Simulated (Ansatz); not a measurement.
Al8As8H (cell charge +1, with a compensating background) (cell with a defect)

```
Al As H
1.0
     0.00000    5.67580   -5.67580
     5.67580    5.67580    0.00000
     5.67580    0.00000   -5.67580
Al As H
8 8 1
Direct
  0.49376 0.00268 0.50007
  0.49416 0.51874 0.49394
  0.96953 0.05141 0.48970
  0.98497 0.48235 0.50668
  0.49423 0.00218 0.00394
  0.48729 0.49998 0.00667
  0.98245 0.98852 0.01451
  0.98554 0.48107 0.02674
  0.12049 0.10827 0.13093
  0.11396 0.61564 0.13521
  0.61283 0.12817 0.12970
  0.61452 0.62981 0.12341
  0.11999 0.10953 0.64026
  0.12137 0.57275 0.65326
  0.59920 0.14314 0.62906
  0.61405 0.63042 0.63284
  0.95653 0.79125 0.62889
```

Computed with Ansatz 0.2.0, DFT PBEsol, scalar-relativistic, plane waves, PAW.

Question: What can the converged valence pseudo-density and electron localisation function tell about the bonding?

Answer: Al–As (2.39 Å): ρ at the midpoint is about 0.52 e/Å³; the ELF is about 0.90 at the midpoint.
Al–As (2.45 Å): the density is about 0.48 e/Å³ at the midpoint; the ELF peaks at about 0.90 between the atoms (a shared electron pair).

Question: Does the calculation make it a metal, or give it a gap?

Answer: It is gapped, with a Kohn–Sham gap of 0.88 eV on the k-point mesh (the band edges may lie off the mesh, which would make the gap smaller).

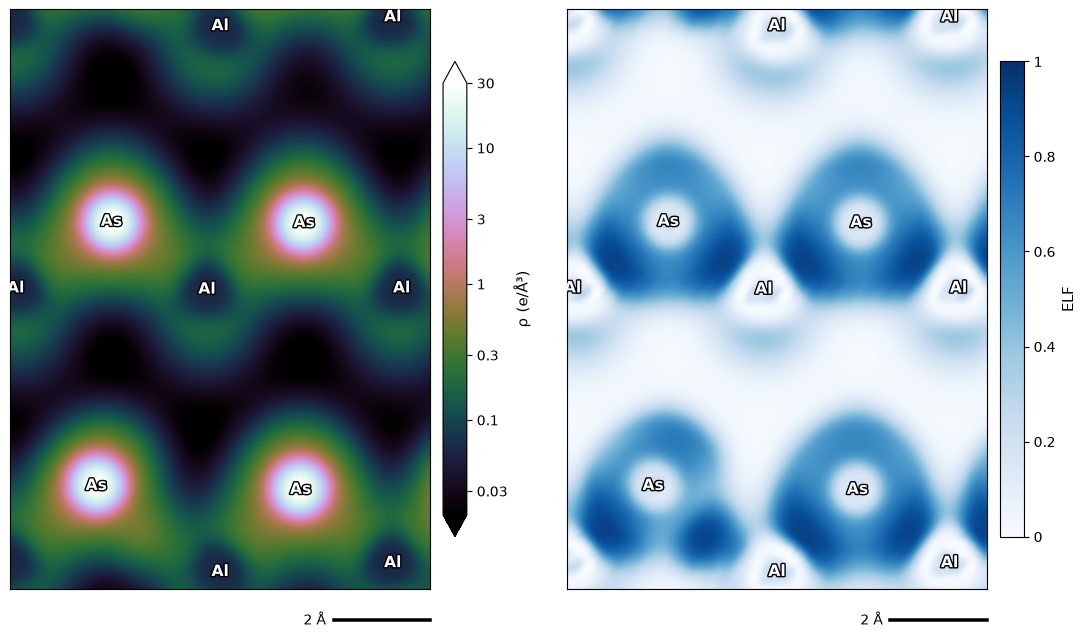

Computed valence pseudo-density and electron localisation function on the (101̄) plane of the calculation cell, in this order. 
